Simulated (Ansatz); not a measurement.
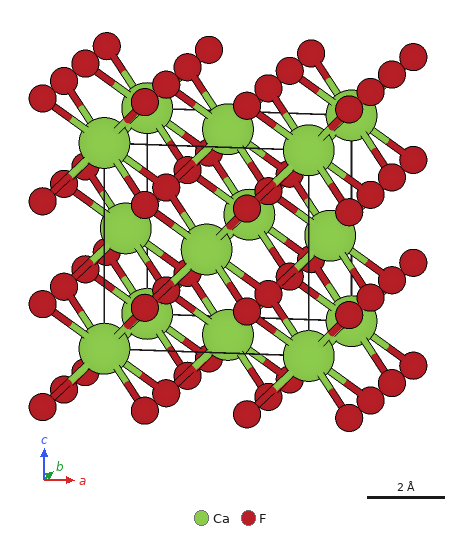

This is a symmetric starting cell of CaF$_{2}$. A ball-and-stick model of the conventional cell (4 times the calculation's cell), seen slightly off an axis. Lengths and directions refer to the drawn axes.

These are results of DFT r2SCAN, scalar-relativistic, plane waves, PAW (Ansatz 0.2.0), not measurements. Set-up: plane-wave cutoff 500 eV; k-point mesh 8 × 8 × 8; occupations gaussian; smearing width 0.02 eV; no spin polarisation.

Change: All lengths are scaled by +1.6 % (volume +5.0 %), the atoms keeping their fractional coordinates. No relaxation follows. The starting cell wasn't computed here and needn't be at equilibrium, so pressure and forces aren't due to the change alone.

The input:
```yaml
crystal:
  lattice:
    - [0.0, 2.7756328125, 2.7756328125]
    - [2.7756328125, 0.0, 2.7756328125]
    - [2.7756328125, 2.7756328125, 0.0]
  atoms:
    - { symbol: Ca, position: [0.0, 0.0, 0.0] }
    - { symbol: F, position: [0.25, 0.25, 0.25] }
    - { symbol: F, position: [0.75, 0.75, 0.75] }
basis:
  ecutwfc: 500
kpoints:
  mp_grid: { grid: [8, 8, 8] }
hamiltonian:
  xc: r2scan
scf:
  occupations: { method: gaussian, width: 0.02 }
output:
  forces: true
  stress: true
  eigenvalues: true
```

Run as
```bash
ansatz run input.yaml --threads 1 --pin off --max-ram 1331MiB --backend cpu --events-out ev --progress --plain --runs-dir out
```

> What is the effect?

The pressure is −4.8 GPa (not all of it need come from the change, since the unchanged cell can be under pressure at this level too). All forces vanish by symmetry. Some distances before and after: Ca–F 2.365 → 2.404 Å. The space group stays Fm-3m (No. 225).

The changed structure in the same view:

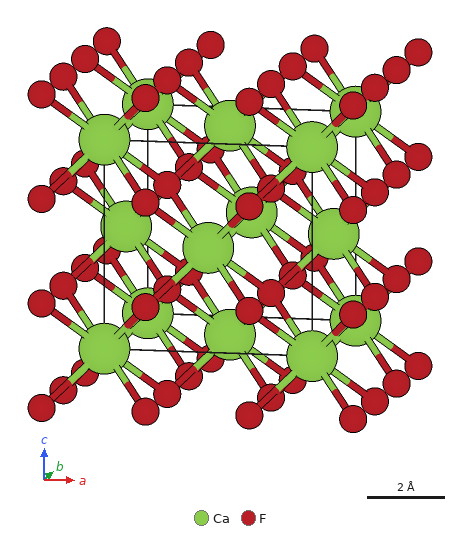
